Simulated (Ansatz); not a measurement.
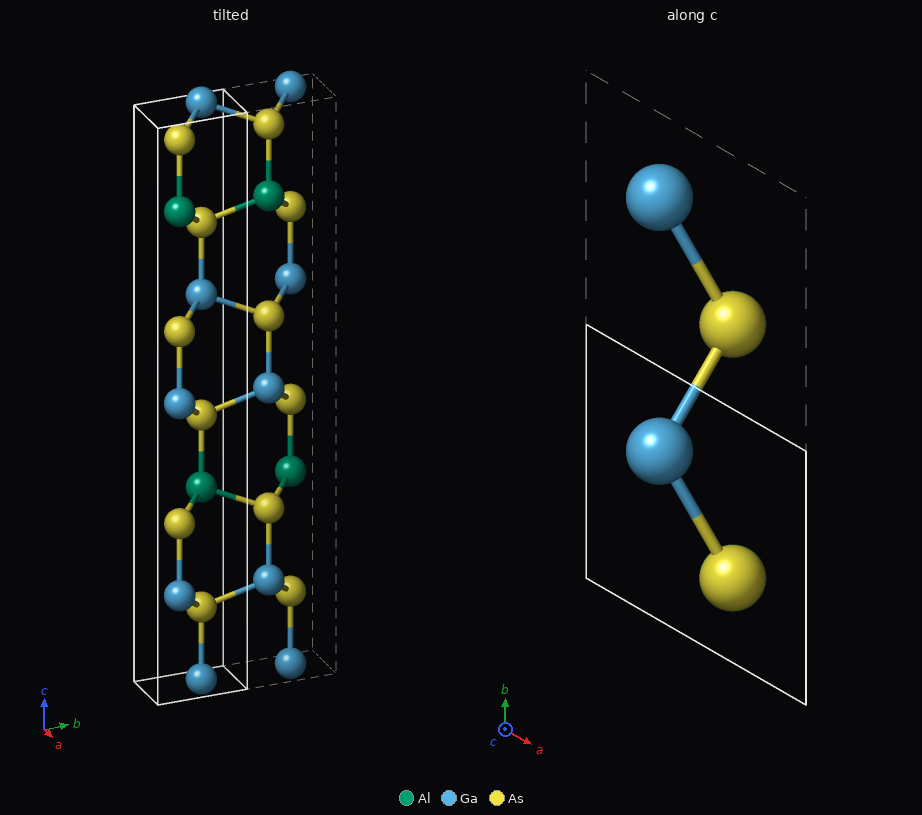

The crystal in a ball-and-stick representation, seen slightly off an axis and along the c axis. The drawing covers 1×2×1 cells, and the solid lines enclose one conventional unit cell.

AlGa₂As₃, space group P6_3mc (No. 186), a = 4.05 Å, b = 4.05 Å, c = 19.99 Å, α = 90.00°, β = 90.00°, γ = 120.00°.

Calculation details: Ansatz 0.2.0, DFT PBE, scalar-relativistic, plane waves, PAW; plane waves up to 420 eV, 12×12×2 k-mesh, Gaussian smearing of 0.02 eV, no spin polarisation.

### Is it conducting or gapped at this level?

A semiconductor at this level, with a gap of 0.52 eV on the k-mesh (the true edges may lie between mesh points, so the gap can be somewhat smaller).

The structure was taken from a structure type filled with these elements by a generator (whether the compound takes this form wasn't checked). It was relaxed with DFT PBE, scalar-relativistic, plane waves, PAW (Ansatz).
